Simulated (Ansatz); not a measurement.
```
Ge Pt
1.0
     5.82714    0.00000    0.00000
     0.00000    3.74452    0.00000
     0.00000    0.00000    6.19055
Ge Pt
4 4
Direct
  0.81323 0.75000 0.58749
  0.18677 0.25000 0.41251
  0.68677 0.25000 0.08749
  0.31323 0.75000 0.91251
  0.00178 0.75000 0.19301
  0.99822 0.25000 0.80699
  0.49822 0.25000 0.69301
  0.50178 0.75000 0.30699
```

Space group Pnma.

All numbers below come from DFT PBE, scalar-relativistic, plane waves, PAW in Ansatz 0.2.0.

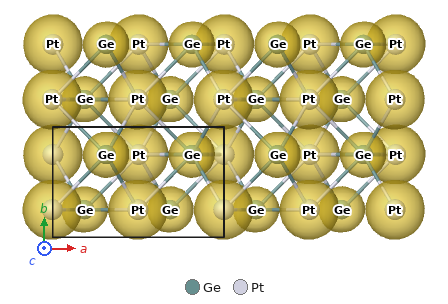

GePt. Isosurface of the valence charge density (pseudo) at 0.8 e/Å³ (yellow), seen along the c axis. Sticks mark near contacts.

Core electrons are frozen (PAW), and the valence fields are smoothed inside the atomic spheres.

Question: Which contacts does the surface bridge?

Answer: At this value the density breaks into separate islands; it holds about 75 % of the electrons treated as valence (semicore included). It bridges none of the near contacts. It is pinched off along the sampled Ge–Pt (2.51 Å), Ge–Pt (2.55 Å) and Ge–Pt (2.68 Å) contacts. On the grid the lowest density along these lines, outside the cores, is 0.48 e/Å³ (Ge–Pt, 2.51 Å), 0.47 e/Å³ (Ge–Pt, 2.55 Å) and 0.38 e/Å³ (Ge–Pt, 2.68 Å).
